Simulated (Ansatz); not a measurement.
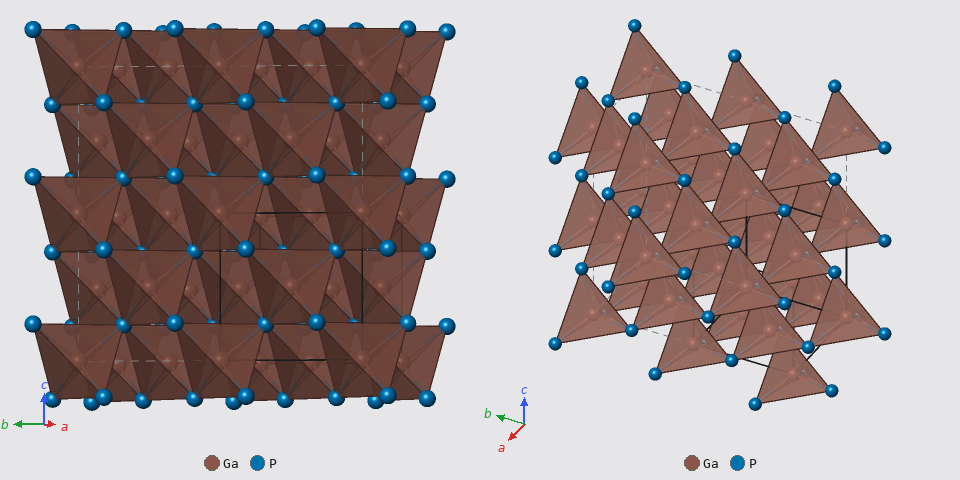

Polyhedra are drawn about Ga (bonds: Ga–P below 2.7 Å); other atoms are plain spheres. Two views of the same piece.

The compound is GaP (space group F-43m, No. 216), taken as the input geometry of an electronic-structure calculation (not necessarily at equilibrium).

Sharing among the drawn polyhedra:

```tsv
site	polyhedron	corner-sharing neighbours	edge-sharing	face-sharing	bond (Å)
Ga	GaP4 tetrahedron	12	0	0	2.38
```

They form a three-dimensional framework of corner-sharing tetrahedra.
